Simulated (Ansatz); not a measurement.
## Electronic structure of FeO in real space

```
Fe O
1.0
     2.61247    0.00000    0.00000
     0.00000    2.61247    0.00000
     0.00000    0.00000    2.61247
Fe O
1 1
Direct
  0.01260 0.00000 0.99642
  0.48413 0.49953 0.50036
```

Space group Pm; a generated structure, not necessarily the stable one; built by placing these elements on a known structure type; changed on purpose from its base cell (atoms moved at random by about 0.05 A); computed pressure about 10 GPa in this cell; spin-polarised.

These are results of Kohn-Sham DFT of a periodic cell, PBE, Ansatz PAW in Ansatz, not measurements.

In a PAW calculation such maps are meaningful between the atoms, not at the nuclei.

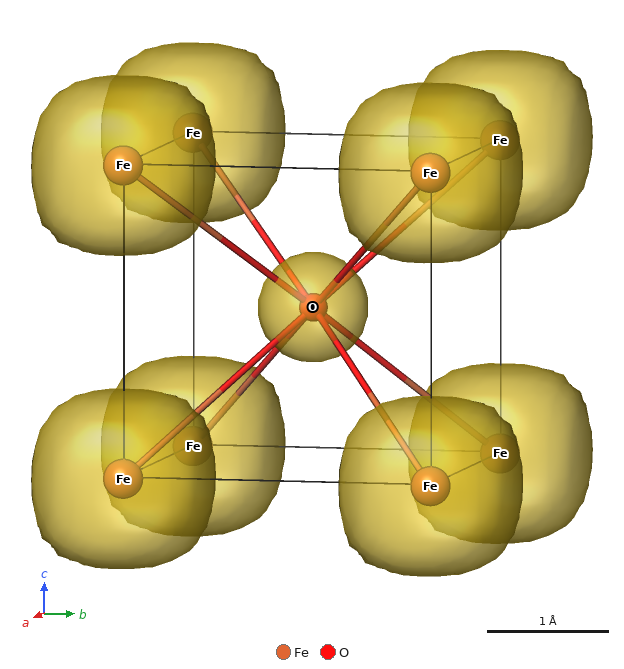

Figure 1. Isosurface of the spin density (up minus down) at +0.3 e/Å³ (yellow), seen slightly off an axis. Sticks mark near contacts.

**Which atoms carry the moments, and with what signs?**

The spin density sits on Fe: +3.4 μB in one cell of 2 atoms, with smaller moments on O (up to +0.40 μB): parallel main moments, as they must be, since the calculation's own cell holds one magnetic site. The cell of the calculation (2 atoms) carries 4.0 μB of net spin moment.

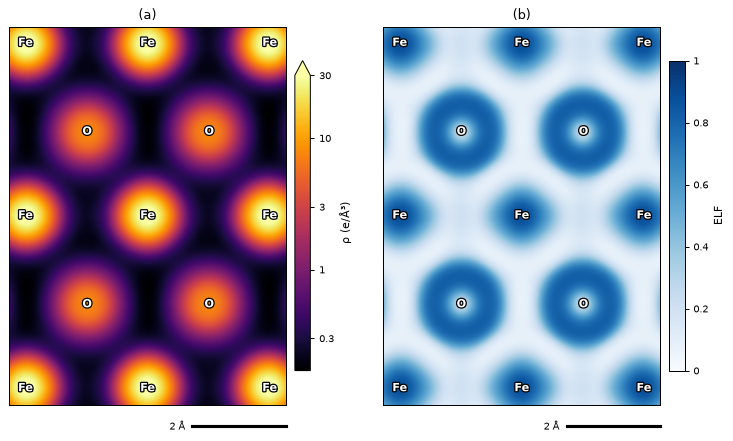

Figure 2. (a) valence electron density; (b) electron localisation function on the (110) plane of the conventional cell.

**What does the map show?**

- Atoms in the plane: Fe and O.
- Fe–O (2.22 Å): ρ at the midpoint is about 0.37 e/Å³; the ELF peaks at about 0.80 in the valence shell of O, 0.6 Å from its nucleus, and is about 0.15 at the midpoint (no localised pair shows between them).
- Fe–O (2.30 Å): the density is about 0.3 e/Å³ at the midpoint; the ELF peaks at about 0.80 in the valence shell of O, 0.6 Å from its nucleus, and drops to about 0.10 between the two atoms (no shared electron pair shows on this line).
- Between the atoms the lowest density in this plane is 0.17 e/Å³.
- The features right at Fe lie inside the PAW spheres, where the map follows smoothed inner orbitals and isn't to be read closely.

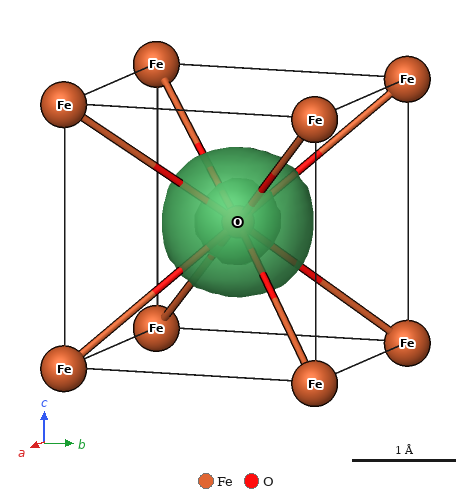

Figure 3. Isosurface of the ELF at 0.75 (green), seen slightly off an axis. Core shells and regions of very low density are left out. Sticks mark near contacts.

**Identify the bonds, lone pairs and shells in this picture.**

At this value the surface marks out one region wrapped around O (its valence shell), counted in one cell of 2 atoms. Regions shared between cells count once. Profiles from the grid: Fe–O (2.21 Å): the ELF peaks at about 0.80 in the valence shell of O, 0.6 Å from its nucleus, and is about 0.15 at the midpoint (no localised pair shows between them).

**Metal or insulator at this level of theory?**

It is metallic or semimetallic at this level of theory: no gap opens; semilocal functionals without U, or without the true magnetic order, often close the gap of such compounds.
